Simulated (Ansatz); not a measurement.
## Geometry relaxation of TiC (part 2 of 3)

Continued. System: TiC (slab, 32 atoms in the cell). Method: DFT PBE+D3(BJ), scalar-relativistic, plane waves, PAW, no spin polarisation (Ansatz 0.2.0); cutoff 420 eV, 3×3×1 k-mesh, Gaussian smearing of 0.1 eV. The structure derives from an entry of the Crystallography Open Database. The input holds or restrains some coordinates. Forces given for the steps count only the free coordinates. It belongs to a series of runs on one base structure; here: clean slab, lower planes held.

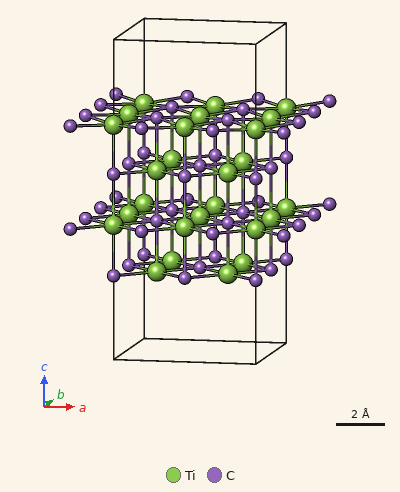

**Figure 1.** The geometry at step 4 of the log (ball-and-stick view of the cell of the calculation, with the vacuum cut short, seen slightly off an axis; bonded neighbours outside the cell are drawn too).

Log, continued
```
SCF iter   1: F=—  HF=-44039.370770 eV  |F-HF|=—  |Δ(HF+E_count)|=         —  Δρ=4.92e-3  dr2=4.02e-1  ethr=1.55e-4  p=0.000 e·Å  D=2.25e-7 V/Å  ΔV_dip=-0.00 eV  dr2_dipole=1.13e-1  V_vac-E_F(+/−)=4.14/4.14 eV  ⟨swp⟩=2.0  Hψ=1465  notcnv=0  defer=69
efield: sawtooth ramp at fractional position 0.9800 (handed on by an earlier solve), width 0.0400; the density the first Hamiltonian is built on has a dipole p = 0.000 e·Å; the dipole correction subtracts the counter field D = 2.25e-7 V/Å, which shifts the + side's vacuum level by -0.00 eV against the − side's; the planar-averaged density in the ramp window peaks in size at 6.5e-6 e/Å³
preconditioner: auto → LDOS  [metal: Δε(μ)=0.073 eV  Ē_g=6.436 eV  σ=0.100 eV  W_gap=0.39  n_scr=156 (ndim 8)  ℏωp=14.6 eV  f_vac=0.556  D(μ)=7.35/eV (n_scr^D=28)  β→1.0]
SCF iter   2: F=—  HF=-44039.417074 eV  |F-HF|=—  |Δ(HF+E_count)|=   4.63e-2  Δρ=6.21e-3  dr2=4.83e-1  ethr=1.55e-4  p=-0.108 e·Å  D=-2.35e-2 V/Å  ΔV_dip=0.53 eV  dr2_dipole=5.09e-3  V_vac-E_F(+/−)=4.66/4.13 eV  ⟨swp⟩=2.7  Hψ=659  notcnv=0  defer=69
SCF iter   3: F=—  HF=-44039.335776 eV  |F-HF|=—  |Δ(HF+E_count)|=   8.13e-2  Δρ=7.30e-4  dr2=5.88e-3  ethr=1.55e-4  p=-0.085 e·Å  D=-1.87e-2 V/Å  ΔV_dip=0.42 eV  dr2_dipole=2.56e-4  V_vac-E_F(+/−)=4.55/4.13 eV  ⟨swp⟩=2.0  Hψ=664  notcnv=0  defer=69
SCF iter   4: F=—  HF=-44039.334743 eV  |F-HF|=—  |Δ(HF+E_count)|=   1.03e-3  Δρ=2.49e-4  dr2=8.47e-4  ethr=2.30e-6  p=-0.081 e·Å  D=-1.78e-2 V/Å  ΔV_dip=0.40 eV  dr2_dipole=1.49e-4  V_vac-E_F(+/−)=4.52/4.12 eV  ⟨swp⟩=3.0  Hψ=897  notcnv=0  defer=69
SCF iter   5: F=-44039.334664 eV  HF=-44039.334679 eV  |F-HF|=1.43e-5  |Δ(HF+E_count)|=   6.38e-5  Δρ=6.18e-5  dr2=3.58e-5  ethr=3.91e-8  p=-0.084 e·Å  D=-1.84e-2 V/Å  ΔV_dip=0.41 eV  dr2_dipole=1.20e-6  V_vac-E_F(+/−)=4.54/4.12 eV  ⟨swp⟩=23.7  Hψ=5472  notcnv=0
SCF 2 converged in 5 iterations: F = -44039.334664 eV  dr2 = 3.58e-5
relax step   2: F+E_penalty+E_count = -44039.33466445 eV  Δ(F+E_penalty+E_count) = -3.075e-1 eV  max|allowed force component| = 5.637e-1 eV/Å  Δτ_max = 0.0837 Å  (5 SCF iters, dr2 threshold 1.00e-4 eV, accepted)
SCF iter   1: F=—  HF=-44039.374298 eV  |F-HF|=—  |Δ(HF+E_count)|=         —  Δρ=1.31e-3  dr2=1.74e-2  ethr=8.31e-5  p=-0.084 e·Å  D=-1.84e-2 V/Å  ΔV_dip=0.41 eV  dr2_dipole=4.67e-4  V_vac-E_F(+/−)=4.54/4.13 eV  ⟨swp⟩=2.0  Hψ=790  notcnv=0  defer=34
efield: sawtooth ramp at fractional position 0.9800 (handed on by an earlier solve), width 0.0400; the density the first Hamiltonian is built on has a dipole p = -0.084 e·Å; the dipole correction subtracts the counter field D = -1.84e-2 V/Å, which shifts the + side's vacuum level by +0.41 eV against the − side's; the planar-averaged density in the ramp window peaks in size at 7.6e-6 e/Å³
preconditioner: auto → LDOS  [metal: Δε(μ)=0.090 eV  Ē_g=6.438 eV  σ=0.100 eV  W_gap=0.45  n_scr=156 (ndim 8)  ℏωp=14.6 eV  f_vac=0.554  D(μ)=8.72/eV (n_scr^D=36)  β→1.0]
SCF iter   2: F=—  HF=-44039.374107 eV  |F-HF|=—  |Δ(HF+E_count)|=   1.91e-4  Δρ=1.12e-3  dr2=1.82e-2  ethr=6.78e-6  p=-0.094 e·Å  D=-2.06e-2 V/Å  ΔV_dip=0.46 eV  dr2_dipole=3.25e-5  V_vac-E_F(+/−)=4.57/4.11 eV  ⟨swp⟩=2.7  Hψ=795  notcnv=0  defer=36
SCF iter   3: F=—  HF=-44039.370956 eV  |F-HF|=—  |Δ(HF+E_count)|=   3.15e-3  Δρ=3.79e-4  dr2=1.57e-3  ethr=6.78e-6  p=-0.084 e·Å  D=-1.84e-2 V/Å  ΔV_dip=0.41 eV  dr2_dipole=1.16e-5  V_vac-E_F(+/−)=4.53/4.11 eV  ⟨swp⟩=2.0  Hψ=600  notcnv=0  defer=36
SCF iter   4: F=—  HF=-44039.370631 eV  |F-HF|=—  |Δ(HF+E_count)|=   3.25e-4  Δρ=8.54e-5  dr2=9.58e-5  ethr=6.13e-7  p=-0.085 e·Å  D=-1.87e-2 V/Å  ΔV_dip=0.42 eV  dr2_dipole=1.02e-5  V_vac-E_F(+/−)=4.53/4.11 eV  ⟨swp⟩=3.0  Hψ=660  notcnv=0  defer=36
SCF iter   5: F=-44039.370611 eV  HF=-44039.370619 eV  |F-HF|=7.62e-6  |Δ(HF+E_count)|=   1.26e-5  Δρ=2.71e-5  dr2=9.06e-6  ethr=7.76e-9  p=-0.086 e·Å  D=-1.88e-2 V/Å  ΔV_dip=0.42 eV  dr2_dipole=5.37e-7  V_vac-E_F(+/−)=4.54/4.11 eV  ⟨swp⟩=21.7  Hψ=5532  notcnv=0
SCF 3 converged in 5 iterations: F = -44039.370611 eV  dr2 = 9.06e-6
relax step   3: F+E_penalty+E_count = -44039.37061101 eV  Δ(F+E_penalty+E_count) = -3.595e-2 eV  max|allowed force component| = 1.513e-1 eV/Å  Δτ_max = 0.0185 Å  (5 SCF iters, dr2 threshold 1.99e-5 eV, accepted)
SCF iter   1: F=—  HF=-44039.375139 eV  |F-HF|=—  |Δ(HF+E_count)|=         —  Δρ=6.69e-4  dr2=7.02e-3  ethr=1.46e-5  p=-0.086 e·Å  D=-1.88e-2 V/Å  ΔV_dip=0.42 eV  dr2_dipole=8.76e-4  V_vac-E_F(+/−)=4.54/4.12 eV  ⟨swp⟩=2.0  Hψ=764  notcnv=0  defer=1
efield: sawtooth ramp at fractional position 0.9800 (handed on by an earlier solve), width 0.0400; the density the first Hamiltonian is built on has a dipole p = -0.086 e·Å; the dipole correction subtracts the counter field D = -1.88e-2 V/Å, which shifts the + side's vacuum level by +0.42 eV against the − side's; the planar-averaged density in the ramp window peaks in size at 7.1e-6 e/Å³
preconditioner: auto → LDOS  [metal: Δε(μ)=0.083 eV  Ē_g=6.433 eV  σ=0.100 eV  W_gap=0.42  n_scr=156 (ndim 8)  ℏωp=14.6 eV  f_vac=0.554  D(μ)=9.00/eV (n_scr^D=38)  β→1.0]
SCF iter   2: F=—  HF=-44039.375403 eV  |F-HF|=—  |Δ(HF+E_count)|=   2.64e-4  Δρ=6.34e-4  dr2=8.46e-3  ethr=2.74e-6  p=-0.102 e·Å  D=-2.23e-2 V/Å  ΔV_dip=0.50 eV  dr2_dipole=1.43e-4  V_vac-E_F(+/−)=4.61/4.11 eV  ⟨swp⟩=3.0  Hψ=764  notcnv=0  defer=2
SCF iter   3: F=—  HF=-44039.373651 eV  |F-HF|=—  |Δ(HF+E_count)|=   1.75e-3  Δρ=1.13e-4  dr2=1.42e-4  ethr=2.74e-6  p=-0.092 e·Å  D=-2.02e-2 V/Å  ΔV_dip=0.45 eV  dr2_dipole=1.21e-5  V_vac-E_F(+/−)=4.57/4.11 eV  ⟨swp⟩=2.0  Hψ=649  notcnv=0  defer=2
SCF iter   4: F=—  HF=-44039.373575 eV  |F-HF|=—  |Δ(HF+E_count)|=   7.64e-5  Δρ=4.95e-5  dr2=4.05e-5  ethr=5.53e-8  p=-0.092 e·Å  D=-2.01e-2 V/Å  ΔV_dip=0.45 eV  dr2_dipole=9.54e-6  V_vac-E_F(+/−)=4.56/4.11 eV  ⟨swp⟩=3.0  Hψ=812  notcnv=0  defer=2
SCF iter   5: F=—  HF=-44039.373571 eV  |F-HF|=—  |Δ(HF+E_count)|=   3.06e-6  Δρ=1.10e-5  dr2=3.89e-6  ethr=1.58e-8  p=-0.092 e·Å  D=-2.01e-2 V/Å  ΔV_dip=0.45 eV  dr2_dipole=1.18e-6  V_vac-E_F(+/−)=4.56/4.11 eV  ⟨swp⟩=2.0  Hψ=574  notcnv=0  defer=2
SCF iter   6: F=-44039.373572 eV  HF=-44039.373572 eV  |F-HF|=3.66e-7  |Δ(HF+E_count)|=   4.52e-7  Δρ=3.82e-6  dr2=4.38e-7  ethr=6.44e-10  p=-0.092 e·Å  D=-2.02e-2 V/Å  ΔV_dip=0.45 eV  dr2_dipole=1.25e-7  V_vac-E_F(+/−)=4.56/4.11 eV  ⟨swp⟩=18.0  Hψ=4127  notcnv=0
SCF 4 converged in 6 iterations: F = -44039.373572 eV  dr2 = 4.38e-7
relax step   4: F+E_penalty+E_count = -44039.37357156 eV  Δ(F+E_penalty+E_count) = -2.961e-3 eV  max|allowed force component| = 1.357e-2 eV/Å  Δτ_max = 0.0068 Å  (6 SCF iters, dr2 threshold 1.65e-6 eV, accepted)
iter 1 solved again at ethr=2.08e-10 eV; its pass at ethr=3.10e-3 eV (dr2=5.31e-7 eV) is discarded
SCF iter   1: F=—  HF=-44039.373378 eV  |F-HF|=—  |Δ(HF+E_count)|=         —  Δρ=4.31e-6  dr2=5.35e-7  ethr=2.08e-10  p=-0.092 e·Å  D=-2.02e-2 V/Å  ΔV_dip=0.45 eV  dr2_dipole=1.79e-7  V_vac-E_F(+/−)=4.56/4.11 eV  ⟨swp⟩=1.3  Hψ=1142  notcnv=0
efield: sawtooth ramp at fractional position 0.9800 (handed on by an earlier solve), width 0.0400; the density the first Hamiltonian is built on has a dipole p = -0.092 e·Å; the dipole correction subtracts the counter field D = -2.02e-2 V/Å, which shifts the + side's vacuum level by +0.45 eV against the − side's; the planar-averaged density in the ramp window peaks in size at 7.1e-6 e/Å³
preconditioner: auto → LDOS  [metal: Δε(μ)=0.082 eV  Ē_g=6.433 eV  σ=0.100 eV  W_gap=0.42  n_scr=156 (ndim 8)  ℏωp=14.6 eV  f_vac=0.554  D(μ)=9.04/eV (n_scr^D=38)  β→1.0]
SCF iter   2: F=—  HF=-44039.373572 eV  |F-HF|=—  |Δ(HF+E_count)|=   1.94e-4  Δρ=4.12e-6  dr2=1.06e-7  ethr=2.08e-10  p=-0.092 e·Å  D=-2.01e-2 V/Å  ΔV_dip=0.45 eV  dr2_dipole=1.00e-9  V_vac-E_F(+/−)=4.56/4.11 eV  ⟨swp⟩=2.7  Hψ=813  notcnv=0
SCF iter   3: F=-44039.373572 eV  HF=-44039.373572 eV  |F-HF|=1.32e-8  |Δ(HF+E_count)|=   1.36e-9  Δρ=1.76e-6  dr2=3.32e-8  ethr=3.91e-11  p=-0.092 e·Å  D=-2.02e-2 V/Å  ΔV_dip=0.45 eV  dr2_dipole=8.76e-10  V_vac-E_F(+/−)=4.56/4.11 eV  ⟨swp⟩=10.7  Hψ=3233  notcnv=0
SCF 5 converged in 3 iterations: F = -44039.373572 eV  dr2 = 3.32e-8
relax step   5: F+E_penalty+E_count = -44039.37357204 eV  Δ(F+E_penalty+E_count) = -4.823e-7 eV  max|allowed force component| = 1.363e-2 eV/Å  Δτ_max = 0.0000 Å  (3 SCF iters, accepted)
WARN: The output density's exchange-correlation potential varies sharply where the density is thin. Do not read a vacuum level from v_tot or v_xc, or from such a field of the output density. On a cell that repeats whose density bears no net charge and no dipole along the vacuum's axis use v_es (v_loc + v_h of the components); under efield.dipole_correction with no amplitude use v_es + v_field, which holds any external_charges[].barrier, or the levels of the report's work_function block, which leave it out; under a non-zero efield.amplitude the vacuum is tilted and has no level; on a cell that repeats and bears such a dipole with no correction it is tilted too, and efield.dipole_correction with no amplitude gives each side of its ramp a level where efield: is served; in a cell that repeats whose density bears a net charge (total_charge, or a fill off its count) it is curved and has none; of a slab under crystal.periodic whose density bears no net charge use v_es, which has a level on each side, short of where the two are joined; of another it falls or rises all the way out and has none; of a slab beside external_charges read slab_vacuum_level instead, which it has where they leave it neutral. The grid or the basis barely resolves most such structure, and the values can differ between equally converged runs; as a rule a tighter scf.convergence.dr2_threshold does not remove it. Where the density itself ripples (under the LDA too) a higher basis.ecutwfc lessens it. The files hold the spikes' plane waves up to the density's cutoff. Files: v_tot_of_output_density and the like, and their columns of v_z.tsv (output.write_potential); v_xc_of_output_density and the like, and their columns of v_comp_z.tsv (output.write_potential_components). Measured: with its Gaussian average of σ = 0.25 Å subtracted twice, the exchange-correlation potential is over 0.1 eV at 165 of the grid points where the equally averaged density (valence and model cores) is under 1e-3 e/Å³, and 0.371 eV at the most among them, at an averaged density of 1.9e-7 e/Å³. The input density's (outcome.potential() and, of a run that writes arrays, v_tot and v_xc) is over 0.1 eV, so measured, at 25 points of its own thin density, 0.140 eV at the most. See output.write_potential in the manual, Limitations
SCF converged after 3 iterations
Free energy (F): -44039.373572 eV
Harris-Foulkes:  -44039.373572 eV  (|F-HF|=1.32e-8)
Internal energy: -44039.328349 eV  (E = F + TS)
E sigma→0 (E₀):  -44039.350960 eV
Entropy (-TS):   -0.045224 eV (-1.413 meV/atom)
Fermi energy:    3.093807 eV
Dipole field:    D = -0.020173 V/Å  (p = -0.092120 e·Å, saw-weighted, corrected)
Work function:   Φ+ = 4.5641 eV   Φ− = 4.1115 eV
Levels:          The Fermi level and band energies are counted from a zero that moves with the ramp; work functions are not
--- Per-component energies (eV) ---
  E_band       = -4669.101807
  E_kinetic    = 5785.954419
  E_local      = -249265.155688  (includes V_loc(G=0)·N_el)
  E_nonlocal   = 517.734923
  E_hartree    = 122016.222103
  E_xc         = -2350.119177
  E_vxc        = -2933.440310  (∫ρ·V_xc dr)
  E_paw        = -18325.727929  (= ΣΔE_a)
  E_vpaw       = -2806.546101  (= ΣTr[D̂ρ^β])
  E_aug_tail   = 0.002263  (compensation charges beyond the density's cutoff)
  E_efield     = 0.000929  (sawtooth field / dipole correction)
  E_vefield    = -0.072257  (∫n·V_field dr)
  E_ewald      = 97592.651711
  E_disp       = -10.891903  (pairwise vdW)
  E_smearing   = -0.045224  (= −TS)
  E_closure    = 0.000000  (closes the sum)
  Σ components = -44039.373572   (vs F -44039.373572, Δ=0.00e0)
--- Forces (eV/Å), atoms counted from 1 ---
  atom   1  Ti    -0.00000000    -0.00000000     1.51447765
  atom   2  Ti    -0.00000000    -0.00000000     1.51447765
  atom   3  Ti    -0.00000000    -0.00000000     1.51447765
  atom   4  Ti    -0.00000000     0.00000000     1.51447765
  atom   5  C      0.00000000     0.00000000    -1.21248060
  atom   6  C      0.00000000     0.00000000    -1.21248060
  atom   7  C      0.00000000     0.00000000    -1.21248060
  atom   8  C      0.00000000    -0.00000000    -1.21248060
  atom   9  Ti     0.00000000    -0.00000000     0.14721878
  atom  10  Ti     0.00000000    -0.00000000     0.14721878
  atom  11  Ti     0.00000000     0.00000000     0.14721878
  atom  12  Ti     0.00000000     0.00000000     0.14721878
  atom  13  C      0.00000000     0.00000000    -0.45714488
  atom  14  C      0.00000000     0.00000000    -0.45714488
  atom  15  C      0.00000000     0.00000000    -0.45714488
  atom  16  C      0.00000000    -0.00000000    -0.45714488
  atom  17  Ti     0.00000000     0.00000000     0.01362764
  atom  18  Ti     0.00000000     0.00000000     0.01362764
  atom  19  Ti     0.00000000    -0.00000000     0.01362764
  atom  20  Ti     0.00000000     0.00000000     0.01362764
  atom  21  C     -0.00000000    -0.00000000    -0.00575403
  atom  22  C     -0.00000000     0.00000000    -0.00575403
  atom  23  C     -0.00000000    -0.00000000    -0.00575403
  atom  24  C      0.00000000    -0.00000000    -0.00575403
  atom  25  Ti     0.00000000    -0.00000000     0.01322830
  atom  26  Ti    -0.00000000     0.00000000     0.01322830
  atom  27  Ti     0.00000000     0.00000000     0.01322830
  atom  28  Ti     0.00000000     0.00000000     0.01322830
  atom  29  C     -0.00000000     0.00000000    -0.01320476
  atom  30  C     -0.00000000     0.00000000    -0.01320476
  atom  31  C     -0.00000000     0.00000000    -0.01320476
  atom  32  C     -0.00000000     0.00000000    -0.01320476
  max |Σ_I F_I| component: 1.28e-4 eV/Å
--- Band table (eV) ---
```
